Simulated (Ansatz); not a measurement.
Structure (in its standard cell), coordinates from a relaxation with DFT, revPBE, plane waves (420 eV) with PAW, scalar-relativistic (Ansatz); the starting structure was generated, so it need not be a known form of this composition:

```
CELL_PARAMETERS angstrom
2.79376 0.00000 0.00000
-1.39688 2.41947 0.00000
0.00000 0.00000 9.85379
ATOMIC_POSITIONS crystal
W 0.00000 0.00000 0.00000
W 0.00000 0.00000 0.50000
W 0.33333 0.66667 0.25000
W 0.66667 0.33333 0.75000
```

Q: Predict the [100] zone-axis pattern (80 kV, kinematic, B = 0.8 Å²).

A: The spots form a rectangular net whose two shortest vectors correspond to d = 9.85 Å and 2.42 Å, 90.0° apart. They are 0 0 1 (itself extinct) and 0 1 0. The pattern has symmetry 2mm. A screw axis and a glide plane both extinguish reflections such as 0 0 1, 0 0 3, 0 0 5; reflections such as 0 3 5, 0 3 7 are allowed by the space group but vanish because the atoms sit on special positions; reflections such as 0 0 2, 0 0 6, 0 0 10 are allowed but too weak to see at this display level.

Strongest reflections with d > 0.92 Å, one of each family (|F|² from tabulated Gaussian fits of the electron scattering factors, times a small damping for the curvature of the Ewald sphere):

```json
{"hkl": "0 0 4", "d (Å)": "2.463", "I (strongest = 100)": "100"}
{"hkl": "0 1 2", "d (Å)": "2.172", "I (strongest = 100)": "45"}
{"hkl": "0 0 8", "d (Å)": "1.232", "I (strongest = 100)": "23"}
{"hkl": "0 1 1", "d (Å)": "2.350", "I (strongest = 100)": "17"}
{"hkl": "0 1 6", "d (Å)": "1.359", "I (strongest = 100)": "17"}
{"hkl": "0 1 3", "d (Å)": "1.948", "I (strongest = 100)": "12"}
```

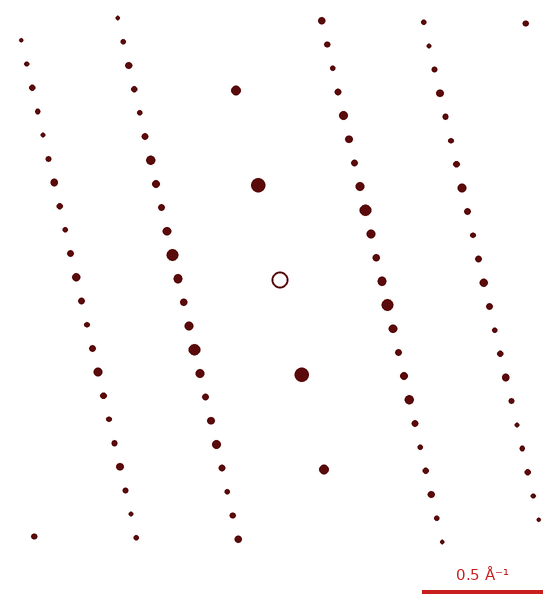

Calculated pattern, seen from the source side with [100] pointing towards the source.
